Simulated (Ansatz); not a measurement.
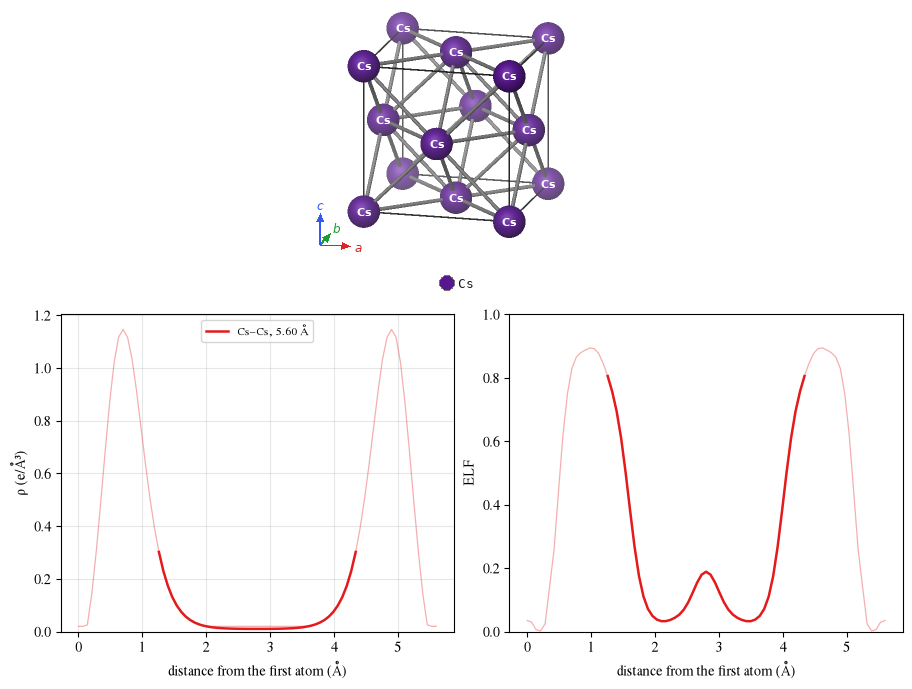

*Cs. Valence pseudo-density and ELF along straight lines between neighbouring atoms. Thin, pale parts lie inside the atomic spheres. The structure is drawn too.*

Space group Fm-3m; computed without spin polarisation.

All numbers below come from DFT r2SCAN, scalar-relativistic, plane waves, PAW in Ansatz.

The density is the valence pseudo-density of a PAW calculation; it isn't the true density close to the nuclei.

What can be read from the curves?

Answer. Cs–Cs (5.60 Å): ρ at the midpoint is about 0.01 e/Å³; the ELF is about 0.20 at the midpoint; no shared electron pair shows on this line.
